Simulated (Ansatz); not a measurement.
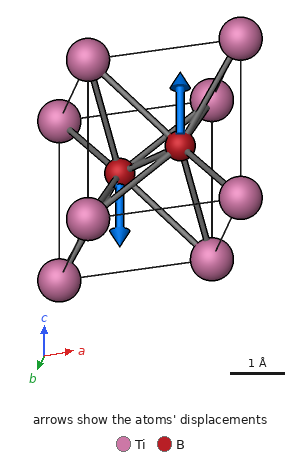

One vibrational mode of a crystal of TiB2 at the zone centre. The blue arrows are the displacements of the atoms (eigenvector over the root of the mass), of arbitrary overall length and sign. The picture is a ball-and-stick view of the cell of the calculation, seen from a free direction.

The calculation used DFT PBE, scalar-relativistic, plane waves, PAW (Ansatz). Settings: plane-wave cutoff 420 eV; k-point mesh 18 × 18 × 14; occupations fermi dirac; smearing width 0.15 eV; no spin polarisation.

The frequencies depend somewhat on the k-mesh and the smearing.

Q: What mode is this, and where does it lie in the spectrum?

A: This is the B₁g mode at 554 cm⁻¹, optical level 3 of 4, counted from below, silent by symmetry (neither infrared- nor Raman-active). The Ti atoms stay at rest; all motion is along c; atoms of one kind move against one another, with no net shift of their sublattice.
